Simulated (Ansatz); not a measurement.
Consider H₆C₃₅O₃ (slab).

Input file:

```
crystal:
  lattice:
    - [9.8601980332, 0.0, 0.0]
    - [-4.9300990166, 8.5391819831, 0.0]
    - [0.0, 0.0, 23.7251100064]
  atoms:
    - { symbol: C, position: [0.4166666667, 0.3333333333, 0.3371954861] }
    - { symbol: C, position: [0.4166666667, 0.5833333333, 0.3371954861] }
    - { symbol: C, position: [0.4166666667, 0.8333333333, 0.3371954861] }
    - { symbol: C, position: [0.4166666667, 0.0833333333, 0.3371954861] }
    - { symbol: C, position: [0.6666666667, 0.3333333333, 0.3371954861] }
    - { symbol: C, position: [0.6666666667, 0.5833333333, 0.3371954861] }
    - { symbol: C, position: [0.6666666667, 0.8333333333, 0.3371954861] }
    - { symbol: C, position: [0.6666666667, 0.0833333333, 0.3371954861] }
    - { symbol: C, position: [0.9166666667, 0.3333333333, 0.3371954861] }
    - { symbol: C, position: [0.9166666667, 0.5833333333, 0.3371954861] }
    - { symbol: C, position: [0.9166666667, 0.8333333333, 0.3371954861] }
    - { symbol: C, position: [0.9166666667, 0.0833333333, 0.3371954861] }
    - { symbol: C, position: [0.1666666667, 0.3333333333, 0.3371954861] }
    - { symbol: C, position: [0.1666666667, 0.5833333333, 0.3371954861] }
    - { symbol: C, position: [0.1666666667, 0.8333333333, 0.3371954861] }
    - { symbol: C, position: [0.1666666667, 0.0833333333, 0.3371954861] }
    - { symbol: C, position: [0.3333333333, 0.1666666667, 0.3372633469] }
    - { symbol: C, position: [0.3333333333, 0.4166666667, 0.3372633469] }
    - { symbol: C, position: [0.3333333333, 0.6666666667, 0.3372633469] }
    - { symbol: C, position: [0.3333333333, 0.9166666667, 0.3372633469] }
    - { symbol: C, position: [0.5833333333, 0.1666666667, 0.3372633469] }
    - { symbol: C, position: [0.5833333333, 0.4166666667, 0.3372633469] }
    - { symbol: C, position: [0.5833333333, 0.6666666667, 0.3372633469] }
    - { symbol: C, position: [0.5833333333, 0.9166666667, 0.3372633469] }
    - { symbol: C, position: [0.8333333333, 0.1666666667, 0.3372633469] }
    - { symbol: C, position: [0.8333333333, 0.4166666667, 0.3372633469] }
    - { symbol: C, position: [0.8333333333, 0.6666666667, 0.3372633469] }
    - { symbol: C, position: [0.8333333333, 0.9166666667, 0.3372633469] }
    - { symbol: C, position: [0.0833333333, 0.1666666667, 0.3372633469] }
    - { symbol: C, position: [0.0833333333, 0.4166666667, 0.3372633469] }
    - { symbol: C, position: [0.0833333333, 0.6666666667, 0.3372633469] }
    - { symbol: C, position: [0.0833333333, 0.9166666667, 0.3372633469] }
    - { symbol: C, position: [0.8149306307, 0.0139719048, 0.4861730885] }
    - { symbol: O, position: [0.9074335067, 0.1532035135, 0.5177008664] }
    - { symbol: C, position: [0.9090758897, 0.1556735183, 0.5765709833] }
    - { symbol: O, position: [0.8266861995, 0.0316582259, 0.6042842373] }
    - { symbol: O, position: [1.00325571, 0.2974216132, 0.6043137419] }
    - { symbol: C, position: [1.0117572561, 0.3102264534, 0.6640942867] }
    - { symbol: H, position: [0.6889704512, -0.034465737, 0.4961498599] }
    - { symbol: H, position: [0.8333333333, 0.0416666667, 0.4405294645] }
    - { symbol: H, position: [0.8501647445, -0.0741540843, 0.4961498599] }
    - { symbol: H, position: [1.0937820439, 0.433682261, 0.6759635678] }
    - { symbol: H, position: [1.0555151799, 0.2349283744, 0.68177176] }
    - { symbol: H, position: [0.894314738, 0.274605016, 0.68177176] }
basis:
  ecutwfc: 420
kpoints:
  mp_grid: { grid: [2, 2, 1] }
hamiltonian:
  xc: pbe
  dispersion: d3bj
scf:
  occupations: { method: gaussian, width: 0.05 }
output:
  forces: true
  eigenvalues: true
  write_density: true
  write_potential: true
  elf: true
  volumetric_format: npy
relax:
  adjacent_minimum: "off"
  f_tol: 0.04
  max_steps: 100
  constraints: [{ sites: [0] }]
efield:
  axis: 3
  dipole_correction: true
  ramp_width: 0.04
```

Command:

```sh
ansatz run input.yaml --threads 4 --pin off --max-ram 10240MiB --backend cpu --events-out ev --progress --plain --runs-dir out
```

The fields are those of the run's last geometry, not of the input's.

All numbers below come from DFT PBE+D3(BJ), scalar-relativistic, plane waves, PAW in Ansatz.

**Predict the valence pseudo-density and electron localisation function between the atoms.**

C–C (1.42 Å): ρ is about 2 e/Å³ halfway; the ELF peaks at about 0.95 between the atoms (a covalent bond).

**Does the calculation give a band gap?**

It is gapped, with a Kohn–Sham gap of 2.0 eV on the k-point mesh (the band edges may lie off the mesh, which would make the gap smaller).

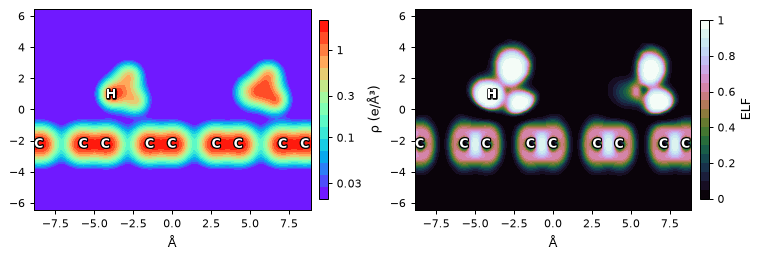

Computed valence pseudo-density and electron localisation function on the (110) plane of the calculation cell, a cut from vacuum to vacuum, in this order. Atoms just off the plane (C, 0.3 Å away, O, 0.9 Å away and H, 0.3 Å away) can leave unmarked features too.

Core electrons are frozen (PAW), and the valence fields are smoothed inside the atomic spheres.
